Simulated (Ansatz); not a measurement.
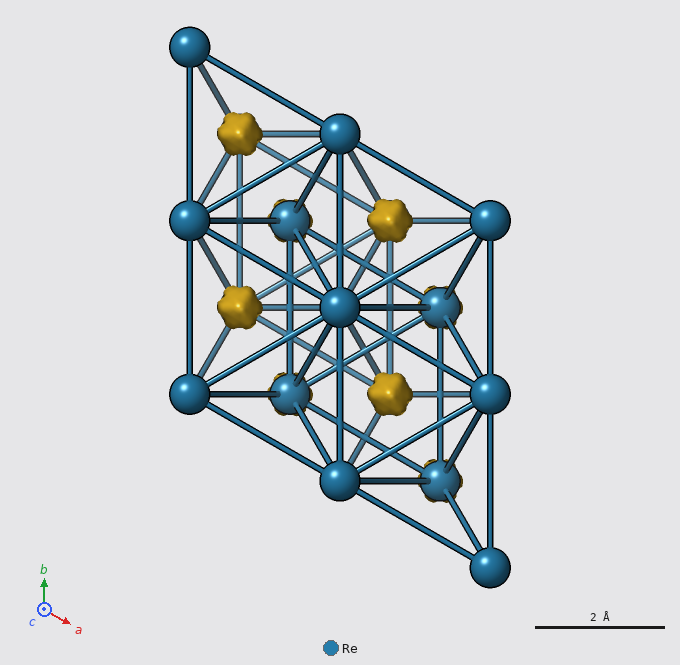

The yellow surface encloses the points that the centre of a probe sphere of radius 0.30 Å can occupy in Re in space group P6_3/mmc, computed on a grid of about 0.11 Å (2×2×1 cells shown, view along the c axis; pale faces close the region where the box cuts it).

Atoms are hard spheres with touching radii (half the shortest distance): Re 1.34 Å.

Origin of the cell: the geometry relaxed at a target pressure of 40 GPa with Ansatz 0.2.0, DFT PBE, scalar-relativistic, plane waves, PAW.

```
Re
1.0
     2.69469    0.00000    0.00000
    -1.34734    2.33367    0.00000
     0.00000    0.00000    8.68791
Re
4
Direct
  0.00000 0.00000 0.00000
  0.33333 0.66667 0.25000
  0.00000 0.00000 0.50000
  0.66667 0.33333 0.75000
```

Is the space open to the probe made of pockets or channels?

They are isolated pockets that do not connect across cells.

What share of the cell can the probe's centre reach?

About 1.2 % of the volume (0.67 Å³ of 54.6 Å³).

Give the largest included and the largest free sphere.

The largest sphere that fits anywhere has a diameter of 1.12 Å; the largest that can travel through the crystal, about 0.4 Å.

How does the connectivity change as the probe shrinks?

Below a radius of about 0.21 Å the space forms a three-dimensional network. These are grid estimates, good to about 0.05 Å.
